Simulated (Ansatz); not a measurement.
## Geometry relaxation of HfO₂ (part 1 of 2)

HfO₂ (12 atoms in the cell), computed with DFT PBE, scalar-relativistic, plane waves, PAW, no spin polarisation (Ansatz 0.2.0).

The structure derives from a Materials Project entry. Figures and captions count atoms from 1; the log counts them from 0 in places.

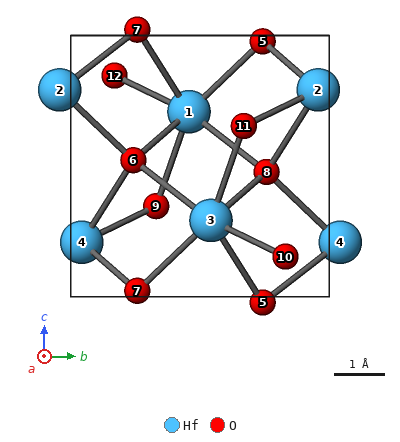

*The input geometry (ball-and-stick view of the cell of the calculation, along the a axis; atoms are numbered from 1 in the order of the input).*

Near neighbours in the crystal (not all of them lie inside the picture): Hf has 7 O at 2.05 to 2.27 Å; O has 4 Hf at 2.16 to 2.27 Å; O has 3 Hf at 2.05 to 2.15 Å.

The input
```yaml
crystal:
  lattice:
    - [5.1572529722, 0.0, -0.0019459286]
    - [0.0, 5.2164697071, 0.0]
    - [-0.8890055136, 0.0, 5.2686610136]
  atoms:
    - { symbol: Hf, position: [0.2758459645, 0.457444785, 0.7081817905] }
    - { symbol: Hf, position: [0.7241540355, 0.957444785, 0.7918182095] }
    - { symbol: Hf, position: [0.7241540355, 0.542555215, 0.2918182095] }
    - { symbol: Hf, position: [0.2758459645, 0.042555215, 0.2081817905] }
    - { symbol: O, position: [0.4487005546, 0.7424275774, 0.9775729168] }
    - { symbol: O, position: [0.5512994454, 0.2424275774, 0.5224270832] }
    - { symbol: O, position: [0.5512994454, 0.2575724226, 0.0224270832] }
    - { symbol: O, position: [0.4487005546, 0.7575724226, 0.4775729168] }
    - { symbol: O, position: [0.068058381, 0.3305784125, 0.3466123521] }
    - { symbol: O, position: [0.931941619, 0.8305784125, 0.1533876479] }
    - { symbol: O, position: [0.931941619, 0.6694215875, 0.6533876479] }
    - { symbol: O, position: [0.068058381, 0.1694215875, 0.8466123521] }
basis:
  ecutwfc: 420
kpoints:
  mp_grid: { grid: [4, 4, 4] }
hamiltonian:
  xc: pbe
scf:
  occupations: { method: gaussian, width: 0.02 }
output:
  forces: true
  stress: true
  eigenvalues: true
  write_density: true
  write_potential: true
  elf: true
  volumetric_format: npy
relax:
  adjacent_minimum: "off"
  f_tol: 0.005
  max_steps: 80
  cell: { stress_tol: 0.05 }
```

Run on 8 threads of Arm Neoverse V1, 24 GiB of memory available, shared host.

Launched with:
```bash
ansatz run input.yaml --threads 8 --pin off --max-ram 16384MiB --backend cpu --events-out ev --progress --plain --runs-dir out
```

Output
```
Engine: ansatz 0.2.0, aarch64-unknown-linux-gnu
Pseudopotentials: kind: paw
Pseudopotential: Hf, paw, valence charge 26, recommended cutoff 420 eV (normal), Hf.paw.azcp
Pseudopotential: O, paw, valence charge 6, recommended cutoff 420 eV (normal), O.paw.azcp
Functional definition: PBE
  parameter kappa = 0.804
  parameter beta = 0.06672455060314922
  exchange = pbe_x(kappa = kappa, mu = beta*pi^2/3)
  correlation = pbe_c(beta = beta)
Crystal: 12 atoms, lattice volume = 141.732 Å³
Basis set: ecut = 420 eV, 2773 PW (Γ), exchange–correlation on 72×72×72 points (8 copies of the dense FFT grid, shifted against one another)
Bands: 92, of which v1, the nominal top of the filled ones, is band 76 counted from 1 (75 counted from 0)
Symmetry: 4 space group operations
Space group: P21/c (ITA 14), of the structure as read, at distance tolerance 5.2e-5 Å
k-points: 30 of 64
Non-local potential: Hf, projectors of the file, l = 0: 3, l = 1: 2, l = 2: 2, l = 3: 3
Non-local potential: O, projectors of the file, l = 0: 2, l = 1: 2, l = 2: 1
PAW form: soft (Blöchl's): semilocal exchange-correlation on the pseudo side does not see the compensation charge
PAW one-centre angular grid: Hf, 590 points (default); XC on 64 Gauss nodes
PAW one-centre angular grid: O, 110 points (default); XC on 64 Gauss nodes
Initial density: superposition of atomic densities (neutral atoms: chi_scale 0, normalization atom), corrected by the library's trained network
Initial wavefunctions: pseudopotential atomic-orbital guess
Functional: x = pbe(κ = 0.804, μ = 0.2195149727645171), c = pbe(β = 0.06672455060314922)
SCF iter   1: F=—  HF=-67446.717210 eV  |F-HF|=—  |Δ(HF+E_count)|=         —  Δρ=2.84e-3  dr2=4.62e-3  ethr=1.77e-3  ⟨swp⟩=5.9  Hψ=8503  notcnv=0  defer=131
preconditioner: auto → Resta (q_TF=auto, 2.760 Å⁻¹)  ε∞=5.3  [insulator: Δε(μ)=4.039 eV  Ē_g=18.101 eV  σ=0.020 eV  W_gap=1.00  n_scr=52 (ndim 8)  ℏωp=37.4 eV  f_vac=0.080  D(μ)=0.00/eV (n_scr^D=0)  ε∞_Penn≈5.3]
SCF iter   2: F=—  HF=-67446.718662 eV  |F-HF|=—  |Δ(HF+E_count)|=   1.45e-3  Δρ=1.46e-3  dr2=1.03e-3  ethr=3.04e-6  ⟨swp⟩=2.0  Hψ=5423  notcnv=0  defer=303
SCF iter   3: F=—  HF=-67446.719447 eV  |F-HF|=—  |Δ(HF+E_count)|=   7.85e-4  Δρ=5.34e-4  dr2=2.49e-4  ethr=6.77e-7  ⟨swp⟩=2.0  Hψ=4199  notcnv=0  defer=303
SCF iter   4: F=—  HF=-67446.719577 eV  |F-HF|=—  |Δ(HF+E_count)|=   1.30e-4  Δρ=1.06e-4  dr2=1.47e-5  ethr=1.64e-7  ⟨swp⟩=2.0  Hψ=4242  notcnv=0  defer=303
SCF iter   5: F=—  HF=-67446.719527 eV  |F-HF|=—  |Δ(HF+E_count)|=   4.94e-5  Δρ=4.94e-5  dr2=3.63e-6  ethr=9.65e-9  ⟨swp⟩=2.0  Hψ=4252  notcnv=0  defer=303
SCF iter   6: F=—  HF=-67446.719528 eV  |F-HF|=—  |Δ(HF+E_count)|=   9.43e-7  Δρ=2.17e-5  dr2=5.53e-7  ethr=2.39e-9  ⟨swp⟩=2.0  Hψ=4242  notcnv=0  defer=303
SCF iter   7: F=-67446.719528 eV  HF=-67446.719528 eV  |F-HF|=8.44e-8  |Δ(HF+E_count)|=   1.08e-7  Δρ=6.51e-6  dr2=6.73e-8  ethr=6.58e-11  ⟨swp⟩=13.7  Hψ=20662  notcnv=0
SCF 1 converged in 7 iterations: F = -67446.719528 eV  dr2 = 6.73e-8
  greatest PAW one-centre occupation: 0.999 electrons in one spin orbital (limit 2), on the Hf atom at site 3 (counted from 0), in its partial waves of l = 0
relax step   1: F+E_penalty+E_count = -67446.71952845 eV  Δ(F+E_penalty+E_count) = +0.000e0 eV  max|allowed force component| = 1.526e-2 eV/Å  Δτ_max = 0.0000 Å  P = +0.121 GPa  Ω = 141.732 Å³  (7 SCF iters, dr2 threshold 1.00e-7 eV, accepted)
Crystal: 12 atoms, lattice volume = 141.882 Å³
Initial density: handed on by an earlier stage of this run
Initial wavefunctions: those handed on with the density
iter 1 solved again at ethr=4.69e-8 eV; its pass at ethr=3.10e-3 eV (dr2=7.12e-5 eV) is discarded
SCF iter   1: F=—  HF=-67446.718810 eV  |F-HF|=—  |Δ(HF+E_count)|=         —  Δρ=3.45e-4  dr2=6.69e-5  ethr=4.69e-8  ⟨swp⟩=4.1  Hψ=12568  notcnv=0
preconditioner: auto → Resta (q_TF=auto, 2.760 Å⁻¹)  ε∞=5.3  [insulator: Δε(μ)=4.031 eV  Ē_g=18.097 eV  σ=0.020 eV  W_gap=1.00  n_scr=52 (ndim 8)  ℏωp=37.4 eV  f_vac=0.084  D(μ)=0.00/eV (n_scr^D=0)  ε∞_Penn≈5.3]
SCF iter   2: F=—  HF=-67446.718761 eV  |F-HF|=—  |Δ(HF+E_count)|=   4.83e-5  Δρ=1.90e-4  dr2=2.24e-5  ethr=4.40e-8  ⟨swp⟩=1.0  Hψ=2760  notcnv=0
SCF iter   3: F=—  HF=-67446.718768 eV  |F-HF|=—  |Δ(HF+E_count)|=   7.04e-6  Δρ=3.35e-5  dr2=1.75e-6  ethr=1.47e-8  ⟨swp⟩=2.0  Hψ=4339  notcnv=0
SCF iter   4: F=—  HF=-67446.718768 eV  |F-HF|=—  |Δ(HF+E_count)|=   2.80e-7  Δρ=1.75e-5  dr2=4.66e-7  ethr=1.15e-9  ⟨swp⟩=2.0  Hψ=5033  notcnv=0
SCF iter   5: F=-67446.718768 eV  HF=-67446.718768 eV  |F-HF|=1.19e-8  |Δ(HF+E_count)|=   2.29e-7  Δρ=9.31e-6  dr2=1.04e-7  ethr=1.18e-10  ⟨swp⟩=12.3  Hψ=21045  notcnv=0
SCF 2 converged in 5 iterations: F = -67446.718768 eV  dr2 = 1.04e-7
relax step   2: F+E_penalty+E_count = -67446.71876829 eV  Δ(F+E_penalty+E_count) = +7.602e-4 eV  max|allowed force component| = 1.663e-2 eV/Å  Δτ_max = 0.0027 Å  P = -0.044 GPa  Ω = 141.882 Å³  energy of the carried Pulay correction = -7.209e-4 eV  (5 SCF iters, dr2 threshold 1.80e-7 eV, rejected (line search))
Crystal: 12 atoms, lattice volume = 141.844 Å³
iter 1 solved again at ethr=1.03e-8 eV; its pass at ethr=3.10e-3 eV (dr2=1.57e-5 eV) is discarded
SCF iter   1: F=—  HF=-67446.719282 eV  |F-HF|=—  |Δ(HF+E_count)|=         —  Δρ=1.79e-4  dr2=1.60e-5  ethr=1.03e-8  ⟨swp⟩=3.2  Hψ=12018  notcnv=0
preconditioner: auto → Resta (q_TF=auto, 2.760 Å⁻¹)  ε∞=5.3  [insulator: Δε(μ)=4.030 eV  Ē_g=18.098 eV  σ=0.020 eV  W_gap=1.00  n_scr=52 (ndim 8)  ℏωp=37.4 eV  f_vac=0.083  D(μ)=0.00/eV (n_scr^D=0)  ε∞_Penn≈5.3]
SCF iter   2: F=—  HF=-67446.719230 eV  |F-HF|=—  |Δ(HF+E_count)|=   5.17e-5  Δρ=9.70e-5  dr2=4.99e-6  ethr=1.03e-8  ⟨swp⟩=1.0  Hψ=2761  notcnv=0
SCF iter   3: F=—  HF=-67446.719230 eV  |F-HF|=—  |Δ(HF+E_count)|=   1.15e-7  Δρ=1.26e-5  dr2=2.33e-7  ethr=3.28e-9  ⟨swp⟩=2.0  Hψ=4556  notcnv=0
SCF iter   4: F=—  HF=-67446.719230 eV  |F-HF|=—  |Δ(HF+E_count)|=   1.61e-7  Δρ=8.84e-6  dr2=1.01e-7  ethr=1.53e-10  ⟨swp⟩=2.0  Hψ=5040  notcnv=0
SCF iter   5: F=—  HF=-67446.719230 eV  |F-HF|=—  |Δ(HF+E_count)|=   4.30e-8  Δρ=2.42e-6  dr2=7.74e-9  ethr=6.62e-11  ⟨swp⟩=2.0  Hψ=5038  notcnv=0
SCF iter   6: F=—  HF=-67446.719230 eV  |F-HF|=—  |Δ(HF+E_count)|=   6.10e-9  Δρ=1.00e-6  dr2=1.50e-9  ethr=5.09e-12  ⟨swp⟩=2.0  Hψ=4876  notcnv=0
SCF iter   7: F=—  HF=-67446.719230 eV  |F-HF|=—  |Δ(HF+E_count)|=  3.78e-10  Δρ=5.12e-7  dr2=3.50e-10  ethr=1.00e-12  ⟨swp⟩=2.0  Hψ=4554  notcnv=0
SCF iter   8: F=-67446.719230 eV  HF=-67446.719230 eV  |F-HF|=1.46e-11  |Δ(HF+E_count)|=  1.46e-10  Δρ=1.35e-7  dr2=4.07e-11  ethr=1.00e-12  ⟨swp⟩=8.7  Hψ=15114  notcnv=0
SCF 3 converged in 8 iterations: F = -67446.719230 eV  dr2 = 4.07e-11
relax step   3: F+E_penalty+E_count = -67446.71923045 eV  Δ(F+E_penalty+E_count) = +2.980e-4 eV  max|allowed force component| = 1.139e-2 eV/Å  Δτ_max = 0.0016 Å  P = -0.014 GPa  Ω = 141.844 Å³  energy of the carried Pulay correction = -5.407e-4 eV  (8 SCF iters, accepted)
Crystal: 12 atoms, lattice volume = 141.859 Å³
iter 1 solved again at ethr=2.16e-7 eV; its pass at ethr=3.10e-3 eV (dr2=3.28e-4 eV) is discarded
SCF iter   1: F=—  HF=-67446.719392 eV  |F-HF|=—  |Δ(HF+E_count)|=         —  Δρ=7.35e-4  dr2=3.37e-4  ethr=2.16e-7  ⟨swp⟩=3.4  Hψ=9161  notcnv=0
preconditioner: auto → Resta (q_TF=auto, 2.760 Å⁻¹)  ε∞=5.3  [insulator: Δε(μ)=4.041 eV  Ē_g=18.099 eV  σ=0.020 eV  W_gap=1.00  n_scr=52 (ndim 8)  ℏωp=37.4 eV  f_vac=0.084  D(μ)=0.00/eV (n_scr^D=0)  ε∞_Penn≈5.3]
SCF iter   2: F=—  HF=-67446.719397 eV  |F-HF|=—  |Δ(HF+E_count)|=   5.10e-6  Δρ=4.15e-4  dr2=1.21e-4  ethr=2.16e-7  ⟨swp⟩=1.0  Hψ=2760  notcnv=0
SCF iter   3: F=—  HF=-67446.719412 eV  |F-HF|=—  |Δ(HF+E_count)|=   1.47e-5  Δρ=1.13e-4  dr2=1.56e-5  ethr=7.98e-8  ⟨swp⟩=2.0  Hψ=4424  notcnv=0
SCF iter   4: F=—  HF=-67446.719369 eV  |F-HF|=—  |Δ(HF+E_count)|=   4.27e-5  Δρ=3.07e-5  dr2=1.12e-6  ethr=1.02e-8  ⟨swp⟩=2.0  Hψ=4453  notcnv=0
SCF iter   5: F=—  HF=-67446.719362 eV  |F-HF|=—  |Δ(HF+E_count)|=   7.12e-6  Δρ=9.20e-6  dr2=8.70e-8  ethr=7.34e-10  ⟨swp⟩=2.0  Hψ=4449  notcnv=0
SCF iter   6: F=—  HF=-67446.719362 eV  |F-HF|=—  |Δ(HF+E_count)|=   6.02e-8  Δρ=4.36e-6  dr2=2.11e-8  ethr=5.73e-11  ⟨swp⟩=2.0  Hψ=5040  notcnv=0
SCF iter   7: F=-67446.719362 eV  HF=-67446.719362 eV  |F-HF|=3.35e-9  |Δ(HF+E_count)|=   1.36e-8  Δρ=1.77e-6  dr2=4.29e-9  ethr=5.34e-12  ⟨swp⟩=11.1  Hψ=18919  notcnv=0
SCF 4 converged in 7 iterations: F = -67446.719362 eV  dr2 = 4.29e-9
relax step   4: F+E_penalty+E_count = -67446.71936174 eV  Δ(F+E_penalty+E_count) = -1.313e-4 eV  max|allowed force component| = 1.340e-2 eV/Å  Δτ_max = 0.0100 Å  P = +0.054 GPa  Ω = 141.859 Å³  energy of the carried Pulay correction = -6.131e-4 eV  (7 SCF iters, dr2 threshold 8.11e-9 eV, accepted)
Crystal: 12 atoms, lattice volume = 141.930 Å³
iter 1 solved again at ethr=5.91e-8 eV; its pass at ethr=3.10e-3 eV (dr2=8.99e-5 eV) is discarded
SCF iter   1: F=—  HF=-67446.719150 eV  |F-HF|=—  |Δ(HF+E_count)|=         —  Δρ=3.54e-4  dr2=8.93e-5  ethr=5.91e-8  ⟨swp⟩=3.0  Hψ=10312  notcnv=0
preconditioner: auto → Resta (q_TF=auto, 2.760 Å⁻¹)  ε∞=5.3  [insulator: Δε(μ)=4.038 eV  Ē_g=18.097 eV  σ=0.020 eV  W_gap=1.00  n_scr=52 (ndim 8)  ℏωp=37.4 eV  f_vac=0.084  D(μ)=0.00/eV (n_scr^D=0)  ε∞_Penn≈5.3]
SCF iter   2: F=—  HF=-67446.719105 eV  |F-HF|=—  |Δ(HF+E_count)|=   4.50e-5  Δρ=1.98e-4  dr2=2.97e-5  ethr=5.88e-8  ⟨swp⟩=1.0  Hψ=2760  notcnv=0
SCF iter   3: F=—  HF=-67446.719102 eV  |F-HF|=—  |Δ(HF+E_count)|=   3.72e-6  Δρ=3.54e-5  dr2=1.59e-6  ethr=1.95e-8  ⟨swp⟩=2.0  Hψ=4236  notcnv=0
SCF iter   4: F=—  HF=-67446.719101 eV  |F-HF|=—  |Δ(HF+E_count)|=   6.98e-7  Δρ=1.60e-5  dr2=3.00e-7  ethr=1.04e-9  ⟨swp⟩=2.0  Hψ=4559  notcnv=0
SCF iter   5: F=—  HF=-67446.719101 eV  |F-HF|=—  |Δ(HF+E_count)|=   3.91e-8  Δρ=4.09e-6  dr2=2.37e-8  ethr=1.97e-10  ⟨swp⟩=2.0  Hψ=4451  notcnv=0
SCF iter   6: F=-67446.719101 eV  HF=-67446.719101 eV  |F-HF|=4.69e-9  |Δ(HF+E_count)|=   1.94e-8  Δρ=2.28e-6  dr2=7.50e-9  ethr=1.38e-11  ⟨swp⟩=10.7  Hψ=18757  notcnv=0
SCF 5 converged in 6 iterations: F = -67446.719101 eV  dr2 = 7.50e-9
relax step   5: F+E_penalty+E_count = -67446.71910091 eV  Δ(F+E_penalty+E_count) = +2.608e-4 eV  max|allowed force component| = 7.735e-3 eV/Å  Δτ_max = 0.0041 Å  P = -0.022 GPa  Ω = 141.930 Å³  energy of the carried Pulay correction = -9.533e-4 eV  (6 SCF iters, dr2 threshold 2.10e-8 eV, accepted)
Crystal: 12 atoms, lattice volume = 141.920 Å³
iter 1 solved again at ethr=1.79e-8 eV; its pass at ethr=3.10e-3 eV (dr2=2.72e-5 eV) is discarded
SCF iter   1: F=—  HF=-67446.719214 eV  |F-HF|=—  |Δ(HF+E_count)|=         —  Δρ=1.82e-4  dr2=2.65e-5  ethr=1.79e-8  ⟨swp⟩=2.6  Hψ=8876  notcnv=0
preconditioner: auto → Resta (q_TF=auto, 2.760 Å⁻¹)  ε∞=5.3  [insulator: Δε(μ)=4.041 eV  Ē_g=18.098 eV  σ=0.020 eV  W_gap=1.00  n_scr=52 (ndim 8)  ℏωp=37.4 eV  f_vac=0.084  D(μ)=0.00/eV (n_scr^D=0)  ε∞_Penn≈5.3]
SCF iter   2: F=—  HF=-67446.719168 eV  |F-HF|=—  |Δ(HF+E_count)|=   4.63e-5  Δρ=9.26e-5  dr2=6.56e-6  ethr=1.74e-8  ⟨swp⟩=2.1  Hψ=4919  notcnv=0
SCF iter   3: F=—  HF=-67446.719163 eV  |F-HF|=—  |Δ(HF+E_count)|=   4.66e-6  Δρ=2.34e-5  dr2=5.60e-7  ethr=4.31e-9  ⟨swp⟩=2.0  Hψ=4882  notcnv=0
SCF iter   4: F=—  HF=-67446.719163 eV  |F-HF|=—  |Δ(HF+E_count)|=   1.47e-7  Δρ=6.26e-6  dr2=4.81e-8  ethr=3.69e-10  ⟨swp⟩=2.0  Hψ=4548  notcnv=0
SCF iter   5: F=—  HF=-67446.719163 eV  |F-HF|=—  |Δ(HF+E_count)|=   1.60e-9  Δρ=2.33e-6  dr2=7.89e-9  ethr=3.16e-11  ⟨swp⟩=2.0  Hψ=4304  notcnv=0
SCF iter   6: F=-67446.719163 eV  HF=-67446.719163 eV  |F-HF|=1.16e-10  |Δ(HF+E_count)|=  4.66e-10  Δρ=1.25e-6  dr2=1.87e-9  ethr=2.46e-12  ⟨swp⟩=9.1  Hψ=17716  notcnv=0
SCF 6 converged in 6 iterations: F = -67446.719163 eV  dr2 = 1.87e-9
relax step   6: F+E_penalty+E_count = -67446.71916276 eV  Δ(F+E_penalty+E_count) = -6.184e-5 eV  max|allowed force component| = 3.057e-3 eV/Å  Δτ_max = 0.0009 Å  P = +0.012 GPa  Ω = 141.920 Å³  energy of the carried Pulay correction = -9.040e-4 eV  (6 SCF iters, dr2 threshold 3.74e-9 eV, accepted)
Initial wavefunctions: pseudopotential atomic-orbital guess (no wavefunctions were taken with the density)
iter 1 solved again at ethr=6.41e-8 eV; its pass at ethr=3.10e-3 eV (dr2=9.74e-5 eV) is discarded
SCF iter   1: F=—  HF=-67446.719946 eV  |F-HF|=—  |Δ(HF+E_count)|=         —  Δρ=2.77e-5  dr2=6.70e-8  ethr=6.41e-8  ⟨swp⟩=4.0  Hψ=17252  notcnv=0
SCF iter   2: F=—  HF=-67446.719912 eV  |F-HF|=—  |Δ(HF+E_count)|=   3.42e-5  Δρ=1.39e-5  dr2=1.92e-8  ethr=4.41e-11  ⟨swp⟩=3.0  Hψ=6238  notcnv=0
SCF iter   3: F=—  HF=-67446.719914 eV  |F-HF|=—  |Δ(HF+E_count)|=   1.90e-6  Δρ=5.15e-6  dr2=2.52e-9  ethr=1.26e-11  ⟨swp⟩=2.0  Hψ=4306  notcnv=0
SCF iter   4: F=-67446.719914 eV  HF=-67446.719914 eV  |F-HF|=8.73e-11  |Δ(HF+E_count)|=   2.80e-7  Δρ=3.35e-7  dr2=9.27e-11  ethr=1.00e-12  ⟨swp⟩=5.5  Hψ=16223  notcnv=0
SCF 7 converged in 4 iterations: F = -67446.719914 eV  dr2 = 9.27e-11
relax step   7: F+E_penalty+E_count = -67446.71991406 eV  Δ(F+E_penalty+E_count) = -7.513e-4 eV  max|allowed force component| = 3.100e-3 eV/Å  Δτ_max = 0.0000 Å  P = +0.023 GPa  Ω = 141.920 Å³  stress off target by 3.79e-2 GPa  SCF on the basis re-selected at this cell (its energy is not comparable with the rows above)  (4 SCF iters)
```

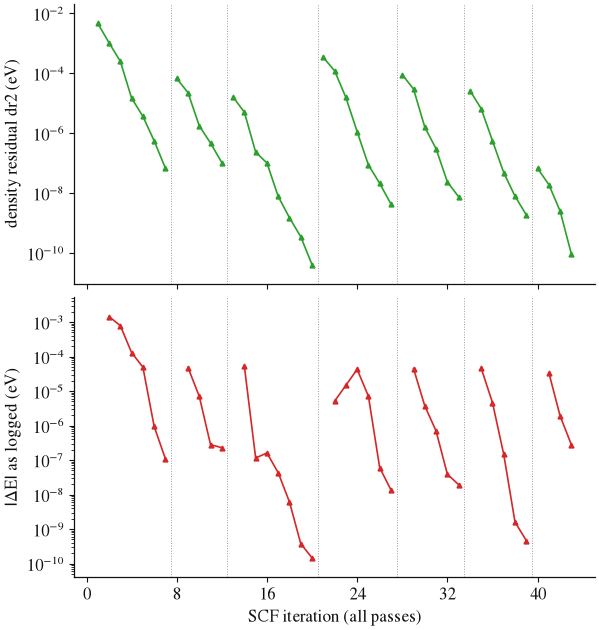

*Convergence of the self-consistent field: density residual dr2 and size of the energy change against the SCF iteration. The dotted lines part the SCF passes of the relaxation: geometry steps, rejected trials and re-solves on a re-selected basis.*

The 7 passes take 4 to 8 iterations each, 43 in all.

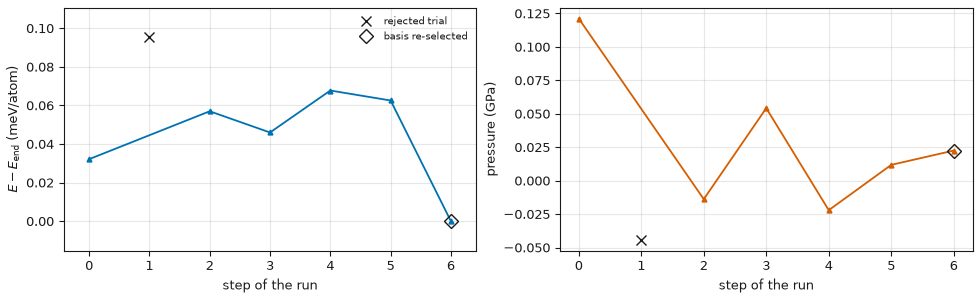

*Progress of the relaxation, step by step (the first geometry is step 0 here and step 1 in the log).*

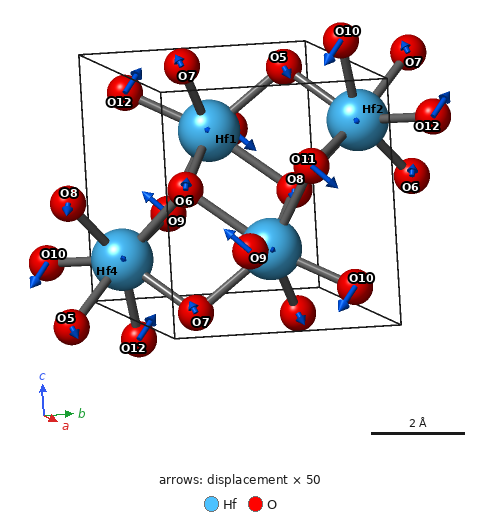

*The starting structure with the displacements as blue arrows, magnified 50 times (ball-and-stick view of the cell of the calculation, with bonded neighbours outside it, seen slightly off an axis).*

Over 5 geometry steps the energy rises by next to nothing (0.0 meV per atom). The largest force component goes from 0.015 to 0.0031 eV/Å. Pressure: 0.12 GPa at the start and 0.02 GPa at the end. The line search rejected the trial step at point 1 (counted from 0) and went back. The largest moves relative to the cell, 0.015 Å, are those of O9, O10, O11 and O12. Largest moves by element: O 0.015 Å, Hf 0.002 Å. The volume changes by +0.1 %, with a 5.157 → 5.161 Å (+0.1 %), b 5.216 → 5.212 Å (−0.1 %), c 5.343 → 5.352 Å (+0.2 %). Among the contacts that change: Hf1–O8 2.265 → 2.271 Å. The space group stays P2_1/c (No. 14). A last SCF at the same geometry on a re-selected plane-wave basis shifts the energy by −0.1 meV per atom. (Atoms are counted from 1 in the order of the input.)

```
basis re-selected at this cell: Δ(F+E_penalty+E_count) = -7.513e-4 eV, ΔP = +0.011 GPa vs the last step (what re-selecting the basis moved, of the pressure what is left beyond the Pulay correction that the steps carried, after the strain that the cell walked since its last selection, with what the two solves' SCF thresholds leave and, on support functions, any second-order correction that the steps lacked; it is no measure of the basis error at this ecutwfc). This SCF's stress stands 3.79e-2 GPa from its target on what of the cell is left free (relax.cell.stress_tol is 5.00e-2 GPa) and its largest allowed force component is 3.10e-3 eV/Å (relax.f_tol is 5.00e-3 eV/Å): within both
SCF converged after 4 iterations
Free energy (F): -67446.719914 eV
Harris-Foulkes:  -67446.719914 eV  (|F-HF|=8.73e-11)
Internal energy: -67446.719914 eV  (E = F + TS)
E sigma→0 (E₀):  -67446.719914 eV
Fermi energy:    15.713537 eV
--- Per-component energies (eV) ---
  E_band       = -65.874577
  E_kinetic    = 3083.599957
  E_local      = -24891.786888  (includes V_loc(G=0)·N_el)
  E_nonlocal   = -4588.408816
  E_hartree    = 11366.257595
  E_xc         = -1789.863704
  E_vxc        = -1817.433040  (∫ρ·V_xc dr)
  E_paw        = -28972.829105  (= ΣΔE_a)
  E_vpaw       = 5415.619875  (= ΣTr[D̂ρ^β])
  E_aug_tail   = 0.019861  (compensation charges beyond the density's cutoff)
  E_ewald      = -21653.708814
  E_smearing   = -0.000000  (= −TS)
  E_closure    = -0.000000  (closes the sum)
  Σ components = -67446.719914   (vs F -67446.719914, Δ=0.00e0)
```
